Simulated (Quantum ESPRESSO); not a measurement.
Run report: MgO, single-point calculation (part 2 of 2)

MgO (2 atoms in the cell); Kohn-Sham DFT of a periodic cell, PBE, SSSP 1.3 efficiency PBE, no spin polarisation (Quantum ESPRESSO 7.5); cutoff 748.31 eV, 11×11×11 k-mesh, fermi-dirac of 0.05 eV. The structure derives from a Materials Project entry. The volume is scaled by 0.98.

Geometry of the input (Å; fractional positions):
```
0.0000  2.0829  2.0829
2.0829  0.0000  2.0829
2.0829  2.0829  0.0000
Mg 0.0000  0.0000  0.0000
O  0.5000  0.5000  0.5000
```

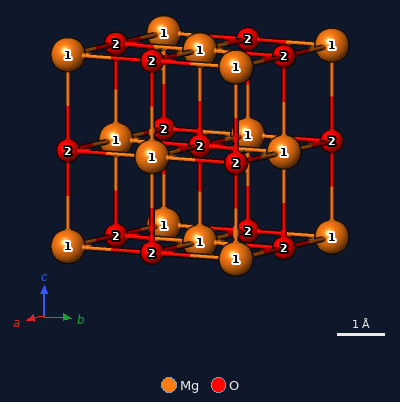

Fig. 1: The input geometry (ball-and-stick view of the cell 4 times as large as that of the calculation, set on its symmetry axes, seen at an oblique angle; atoms are numbered from 1 in the order of the input).

## Output, continued
```
   -11.3712   5.3485   5.8320   5.8320  11.7154  20.5130  22.2737  22.2737
    26.0804

          k = 0.1928 0.0643-0.0643 (   852 PWs)   bands (ev):

   -11.1655   4.4649   5.6686   5.6966  12.6026  19.3243  22.6320  22.6723
    25.0242

          k = 0.2571 0.1286-0.1286 (   852 PWs)   bands (ev):

   -10.8297   3.3018   5.4740   5.4849  13.6175  18.4653  22.6128  23.0033
    25.0027

          k = 0.3214 0.1928-0.1928 (   846 PWs)   bands (ev):

   -10.4517   2.2363   5.2442   5.3099  14.2570  18.3367  22.1211  22.9984
    26.0584

          k = 0.3857 0.2571-0.2571 (   842 PWs)   bands (ev):

   -10.1580   1.5171   5.0501   5.2223  14.4456  18.6794  21.7526  22.8417
    27.2773

          k =-0.2571-0.3857 0.3857 (   838 PWs)   bands (ev):

   -10.0731   1.3243   4.9562   5.2340  14.4716  18.8401  21.6602  22.7816
    28.0265

          k =-0.1928-0.3214 0.3214 (   839 PWs)   bands (ev):

   -10.2380   1.7108   4.9875   5.3423  14.4312  18.5931  21.8386  22.9212
    27.3759

          k =-0.1286-0.2571 0.2571 (   840 PWs)   bands (ev):

   -10.5751   2.5692   5.1414   5.5190  14.1137  18.3746  22.1941  23.2113
    25.8148

          k =-0.0643-0.1928 0.1928 (   849 PWs)   bands (ev):

   -10.9514   3.6834   5.3890   5.7127  13.2912  18.7897  22.4647  23.1503
    25.1954

          k =-0.0000-0.1286 0.1286 (   855 PWs)   bands (ev):

   -11.2514   4.7603   5.6797   5.8597  12.2413  19.8391  22.3959  22.5337
    25.9232

          k = 0.2571 0.0000-0.0000 (   853 PWs)   bands (ev):

   -11.0293   4.1430   5.4990   5.4990  13.1845  18.4857  23.0514  23.0514
    23.5310

          k = 0.3214 0.0643-0.0643 (   846 PWs)   bands (ev):

   -10.7594   3.3766   5.2555   5.3027  14.0899  17.7020  22.1461  23.4596
    23.9129

          k = 0.3857 0.1286-0.1286 (   843 PWs)   bands (ev):

   -10.4244   2.5533   4.8939   5.1412  14.9095  17.5252  21.1380  23.5875
    24.8400

          k = 0.4500 0.1928-0.1928 (   834 PWs)   bands (ev):

   -10.1287   1.9219   4.5154   5.0593  15.2684  18.0631  20.4839  23.4676
    25.6827

          k =-0.1928-0.4500 0.4500 (   840 PWs)   bands (ev):

    -9.9862   1.6560   4.2457   5.0778  15.3866  18.5755  20.2162  23.3409
    26.4312

          k =-0.1286-0.3857 0.3857 (   843 PWs)   bands (ev):

   -10.0600   1.8295   4.1729   5.1928  15.4214  18.4637  20.3724  23.3804
    27.2349

          k =-0.0643-0.3214 0.3214 (   842 PWs)   bands (ev):

   -10.3163   2.3587   4.3561   5.3743  15.1555  18.0780  20.9430  23.6754
    25.8374

          k = 0.0000-0.2571 0.2571 (   845 PWs)   bands (ev):

   -10.6506   3.0366   4.8099   5.5694  14.3213  18.1866  21.7538  24.2284
    24.2788

          k = 0.3857 0.0000-0.0000 (   833 PWs)   bands (ev):

   -10.5681   3.0088   5.1050   5.1050  14.7419  16.8602  21.2637  23.9957
    23.9957

          k = 0.4500 0.0643-0.0643 (   842 PWs)   bands (ev):

   -10.3064   2.5081   4.7882   4.9427  15.4980  16.4703  20.3521  24.2957
    24.5374

          k = 0.5143 0.1286-0.1286 (   835 PWs)   bands (ev):

   -10.0534   2.1559   4.2333   4.8605  15.8712  17.0852  19.6588  24.2615
    24.9120

          k =-0.1286-0.5143 0.5143 (   835 PWs)   bands (ev):

    -9.8984   2.0812   3.6341   4.8793  16.0801  18.0819  19.2129  24.0679
    25.0837

          k =-0.0643-0.4500 0.4500 (   841 PWs)   bands (ev):

    -9.9025   2.2413   3.2834   4.9949  16.3103  18.3784  19.2108  23.9022
    25.6694

          k =-0.0000-0.3857 0.3857 (   837 PWs)   bands (ev):

   -10.0630   2.3165   3.5773   5.1776  16.1087  18.0362  19.8619  23.8273
    26.8382

          k = 0.5143 0.0000-0.0000 (   834 PWs)   bands (ev):

   -10.1313   2.2012   4.7771   4.7771  15.7559  15.9007  19.7905  24.8207
    24.8207

          k = 0.5785 0.0643-0.0643 (   831 PWs)   bands (ev):

    -9.9542   1.9926   4.4402   4.6901  15.6256  16.4129  19.4095  24.9562
    25.0065

          k =-0.0643-0.5785 0.5785 (   835 PWs)   bands (ev):

    -9.8357   2.0711   3.7585   4.7035  15.8945  17.3067  19.0808  24.7499
    24.7740

          k =-0.0000-0.5143 0.5143 (   832 PWs)   bands (ev):

    -9.8172   2.4628   3.0026   4.8146  16.3153  18.3059  18.6957  24.3674
    24.7304

          k = 0.6428-0.0000 0.0000 (   822 PWs)   bands (ev):

    -9.8661   1.7967   4.5953   4.5953  15.2000  16.2501  19.4089  25.3091
    25.3091

          k =-0.0000-0.6428 0.6428 (   828 PWs)   bands (ev):

    -9.8219   1.8290   4.3107   4.6001  15.3790  16.5288  19.3138  25.1463
    25.2149

          k = 0.2571 0.1286 0.0000 (   848 PWs)   bands (ev):

   -10.9261   3.7471   5.2994   5.5998  13.4901  18.4511  22.4529  23.3361
    24.2154

          k = 0.3214 0.1928-0.0643 (   843 PWs)   bands (ev):

   -10.5901   2.8663   4.9134   5.4236  14.4572  17.9540  21.7134  23.5925
    24.7127

          k = 0.3857 0.2571-0.1286 (   834 PWs)   bands (ev):

   -10.2541   2.0763   4.6282   5.2365  15.0085  18.1441  21.0197  23.3132
    26.0327

          k =-0.2571-0.3857 0.5143 (   836 PWs)   bands (ev):

   -10.0392   1.6073   4.4809   5.1198  15.1380  18.5982  20.6405  23.1133
    27.1409

          k = 0.3857 0.1286-0.0000 (   846 PWs)   bands (ev):

   -10.4920   2.8287   4.8519   5.1665  14.9668  17.1430  21.1083  23.8939
    24.3209

          k = 0.4500 0.1928-0.0643 (   840 PWs)   bands (ev):

   -10.1989   2.3300   4.3838   4.9840  15.7466  17.2219  20.2115  23.7409
    25.2222

          k =-0.1928-0.4500 0.5785 (   843 PWs)   bands (ev):

    -9.9782   2.0205   3.9569   4.8783  16.0168  17.9944  19.6327  23.4446
    25.9609

          k =-0.1286-0.3857 0.5143 (   838 PWs)   bands (ev):

    -9.9164   1.9791   3.7145   4.9046  16.1343  18.3956  19.4788  23.3034
    26.5710

          k =-0.0643-0.3214 0.4500 (   839 PWs)   bands (ev):

   -10.0398   2.1738   3.7936   5.0473  16.0953  17.9937  19.8435  23.4574
    26.7361

          k = 0.0000-0.2571 0.3857 (   843 PWs)   bands (ev):

   -10.2962   2.4864   4.2481   5.2491  15.4960  17.6864  20.6476  23.7379
    25.3858

          k = 0.5143 0.1286 0.0000 (   839 PWs)   bands (ev):

   -10.0872   2.2174   4.4811   4.7426  16.2021  16.2223  19.6723  24.2324
    25.1558

          k =-0.1286-0.5143 0.6428 (   832 PWs)   bands (ev):

    -9.9055   2.1488   3.9090   4.6205  16.2854  17.2471  19.1392  23.7276
    25.6997

          k =-0.0643-0.4500 0.5785 (   838 PWs)   bands (ev):

    -9.8260   2.3773   3.2225   4.6622  16.5875  18.2180  18.7360  23.2439
    26.0102

          k = 0.0000-0.3857 0.5143 (   832 PWs)   bands (ev):

    -9.8778   2.5105   3.0449   4.8256  16.7730  18.1298  19.0219  23.2688
    26.5830

          k =-0.0643-0.5785 0.7071 (   829 PWs)   bands (ev):

    -9.8453   1.9423   4.2760   4.4759  15.7179  16.7280  19.2197  24.3793
    25.6395

          k =-0.0000-0.5143 0.6428 (   840 PWs)   bands (ev):

    -9.7981   2.1515   3.6877   4.4852  16.1928  17.4726  18.9360  23.6009
    25.8984

          k =-0.1928-0.4500 0.7071 (   837 PWs)   bands (ev):

    -9.9824   2.2865   3.7915   4.7388  16.7977  17.1990  19.3880  23.2859
    26.2834

          k =-0.1286-0.3857 0.6428 (   843 PWs)   bands (ev):

    -9.8491   2.3897   3.3291   4.5554  17.0562  17.9284  18.8990  22.7129
    27.2310

          k =-0.0643-0.4500 0.7071 (   837 PWs)   bands (ev):

    -9.8042   2.3578   3.5415   4.2832  16.9147  17.7906  18.6668  22.7102
    26.7525

          k = 0.0000-0.3857 0.6428 (   847 PWs)   bands (ev):

    -9.7835   2.7573   2.9769   4.2795  17.4083  18.1223  18.4877  22.1645
    27.5316

     the Fermi energy is     8.2651 ev

!    total energy              =     -75.53488815 Ry
     total all-electron energy =      -551.435989 Ry
     estimated scf accuracy    <          2.5E-10 Ry
     smearing contrib. (-TS)   =       0.00000000 Ry
     internal energy E=F+TS    =     -75.53488815 Ry

     The total energy is F=E-TS. E is the sum of the following terms:
     one-electron contribution =      -8.83283493 Ry
     hartree contribution      =      10.09418139 Ry
     xc contribution           =      -9.37169153 Ry
     ewald contribution        =     -26.61832538 Ry
     one-center paw contrib.   =     -40.80621769 Ry

     convergence has been achieved in   8 iterations

     Forces acting on atoms (cartesian axes, Ry/au):

     atom    1 type  1   force =     0.00000000    0.00000000   -0.00000000
     atom    2 type  2   force =    -0.00000000   -0.00000000    0.00000000

     Total force =     0.000000     Total SCF correction =     0.000000

     Computing stress (Cartesian axis) and pressure

          total   stress  (Ry/bohr**3)                   (kbar)     P=      101.30
   0.00068862   0.00000000   0.00000000          101.30        0.00        0.00
   0.00000000   0.00068862  -0.00000000            0.00      101.30       -0.00
   0.00000000  -0.00000000   0.00068862            0.00       -0.00      101.30

=------------------------------------------------------------------------------=
   JOB DONE.
=------------------------------------------------------------------------------=
```

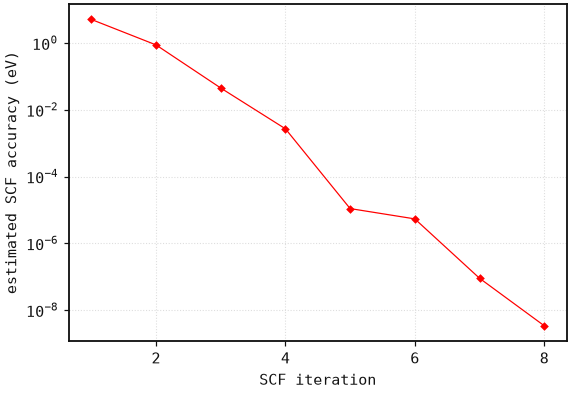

Fig. 2: Convergence of the self-consistent field: estimated SCF accuracy against the iteration. The field takes 8 iterations in all.

## Key numbers

- outcome: converged
- space group (tolerance 0.01 Å): Fm-3m (225)
- electrons treated: 8
- free energy: −1027.7045 eV
- Fermi energy: 8.265 eV
- gap on the k-point mesh: 5.05 eV
- pressure: 10.13 GPa
- largest force (length of the vector): under 0.001 eV/Å
- hardware: 1 thread of Arm Neoverse V2, 128 GiB of memory available, shared host
- wall time: 7 s
- peak memory: 0.05 GiB

## Notes

The cell is under a pressure of 10.1 GPa at this level, so it is not at its equilibrium volume.
